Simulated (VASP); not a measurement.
# A series of single points on Cd2S

System: Cd2S (P3m1, 3 atoms in the cell).
Method: Kohn-Sham DFT of a periodic cell, PBEsol, VASP PAW PBE potentials, recommended, no spin polarisation (VASP 6.6.1).

The 7 runs differ only in the geometry, by an even scaling of the cell at fixed fractional positions. The structure derives from a Materials Project entry.

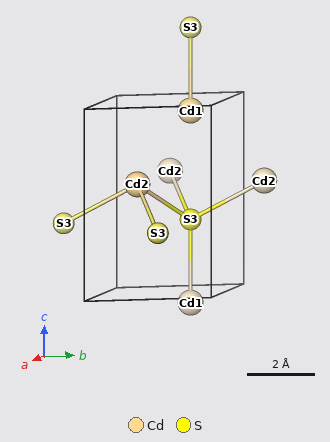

Figure 1. The structure of run 4 (ball-and-stick view of the cell of the calculation, seen slightly off an axis; neighbours outside the cell are drawn fainter; atoms are numbered from 1 in the order of the input).

**INCAR of run 4**
```
SYSTEM = Cd2S
ALGO     = Normal         ! electronic algorithm
EDIFF    = 1E-7           ! SCF threshold, eV
ENCUT    = 520            ! plane-wave cutoff, eV
GGA      = PS             ! functional
ISIF     = 2              ! what is computed and relaxed
ISMEAR   = -1             ! smearing method
LASPH    = .True.         ! aspherical terms in the spheres
LCHARG   = .False.        ! write CHGCAR
LREAL    = .False.        ! projectors in reciprocal space
LWAVE    = .False.        ! write WAVECAR
NBANDS   = 22             ! bands
NELM     = 100            ! most SCF steps
PREC     = Accurate       ! precision mode
SIGMA    = 0.05           ! smearing width, eV
```

**KPOINTS of run 4**
```
k-points
0
Gamma
  8 8 5
  0 0 0
```

**POSCAR of run 4**
```
Cd2S
1.0
    3.9626700490      0.0000000000      0.0000000000
   -1.9813350245      3.4317729293      0.0000000000
    0.0000000000      0.0000000000      5.8091920000
Cd S
2 1
Direct
    0.3333333333      0.6666666667      0.9327170000
    0.6666666667      0.3333333333      0.5787350000
    0.3333333333      0.6666666667      0.3657050000
```

Command:
```bash
cat potpaw_PBE.64/Cd/POTCAR potpaw_PBE.64/S/POTCAR > POTCAR
mpirun -np 1 vasp_std > vasp.out
```

Run 5 differs from it as follows:
```diff
-    3.9626700490      0.0000000000      0.0000000000
-   -1.9813350245      3.4317729293      0.0000000000
-    0.0000000000      0.0000000000      5.8091920000
+    3.9889136618      0.0000000000      0.0000000000
+   -1.9944568309      3.4545005647      0.0000000000
+    0.0000000000      0.0000000000      5.8476645914
```

**Results, with one run withheld**

| run | volume per atom (Å³) | free energy per atom, from the lowest run given (meV) | pressure (GPa) | gap on the mesh (eV) |
| --- | --- | --- | --- | --- |
| 1 | 24.753 | 0.00 | 0.03 | 0.20 |
| 2 | 25.280 | 1.60 | −1.01 | 0.20 |
| 3 | 25.806 | 6.39 | −1.93 | 0.21 |
| 4 | 26.333 | 14.02 | −2.73 | 0.22 |
| 5 | 26.860 | ? | ? | ? |
| 6 | 27.386 | 36.44 | −4.07 | 0.26 |
| 7 | 27.913 | 50.69 | −4.62 | 0.27 |

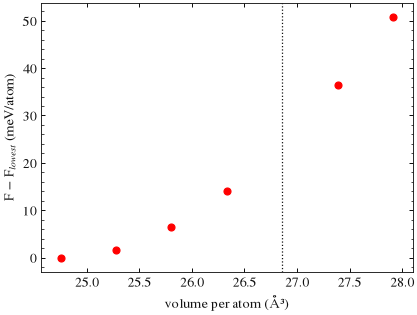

Figure 2. Free energy per atom of the runs given; the dotted line marks run 5.

Fit the runs given and predict run 5.

A cubic polynomial in V^(−2/3) (the Birch–Murnaghan form), fitted to the 6 runs given, misses them by under 0.01 meV per atom. With x = V^(−2/3) − 0.11334 Å⁻², it reads F = 11.965 − 5479.9 x + 6.1641e+05 x² + 2.5067e+06 x³ (meV per atom). At run 5 it gives 24.14 meV per atom, and the run itself gives 24.13. The slope of the fit gives a pressure −dF/dV of −3.43 GPa there, and the run prints −3.44 GPa. The fit has its minimum at 24.774 Å³ per atom, where V d²F/dV² gives 51.7 GPa. Cell shape and fractional positions are held, so this is the stiffness under even scaling; the relaxed bulk modulus wasn't computed and can be far lower in a crystal of layers, chains or molecules like this one. The gap on the mesh goes, without turning, from 0.20 eV in run 1 to 0.27 eV in run 7; run 5 has 0.24 eV. These are gaps of this functional on this mesh, which can miss the band edges; they aren't the measured gap.

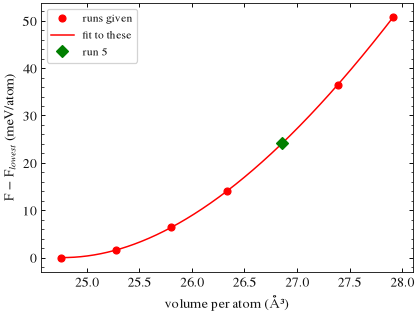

Figure 3. The fit and the withheld run.

**OSZICAR and lines of OUTCAR (run 5)**
```
N       E                     dE             d eps       ncg     rms          rms(c)
DAV:   1     0.206127471529E+03    0.20613E+03   -0.14877E+04  1760   0.126E+03
DAV:   2     0.140357575651E+01   -0.20472E+03   -0.19486E+03  1994   0.324E+02
DAV:   3    -0.792492117269E+01   -0.93285E+01   -0.92761E+01  2120   0.702E+01
DAV:   4    -0.800051570863E+01   -0.75595E-01   -0.75580E-01  1904   0.596E+00
DAV:   5    -0.800147608850E+01   -0.96038E-03   -0.96037E-03  2164   0.648E-01    0.763E+00
DAV:   6    -0.725249138257E+01    0.74898E+00   -0.16312E+00  2302   0.125E+01    0.574E+00
DAV:   7    -0.724216374846E+01    0.10328E-01   -0.38208E-01  2078   0.380E+00    0.279E+00
DAV:   8    -0.723562769550E+01    0.65361E-02   -0.50401E-02  1922   0.206E+00    0.304E-01
DAV:   9    -0.723331265536E+01    0.23150E-02   -0.14119E-02  2176   0.111E+00    0.174E-01
DAV:  10    -0.723333749651E+01   -0.24841E-04   -0.11238E-03  1952   0.301E-01    0.956E-02
DAV:  11    -0.723336477273E+01   -0.27276E-04   -0.16279E-04  2012   0.814E-02    0.229E-02
DAV:  12    -0.723336091007E+01    0.38627E-05   -0.16481E-05  2074   0.312E-02    0.116E-02
DAV:  13    -0.723336123823E+01   -0.32815E-06   -0.36943E-06  2054   0.176E-02    0.527E-03
DAV:  14    -0.723336111755E+01    0.12068E-06   -0.38198E-07  1916   0.541E-03    0.168E-03
DAV:  15    -0.723336114294E+01   -0.25392E-07   -0.10069E-07  1322   0.184E-03
   1 F= -.72333611E+01 E0= -.72325622E+01  d E =-.159780E-02
[... from OUTCAR:]
  free energy    TOTEN  =        -7.23336114 eV
  energy without entropy =       -7.23176334  energy(sigma->0) =       -7.23256224
 E-fermi :   1.1816     XC(G=0):  -9.4011     alpha+bet : -6.1910
  free  energy   TOTEN  =        -7.2333611429 eV
  energy  without entropy=       -7.2317633404  energy(sigma->0) =       -7.23256224
```
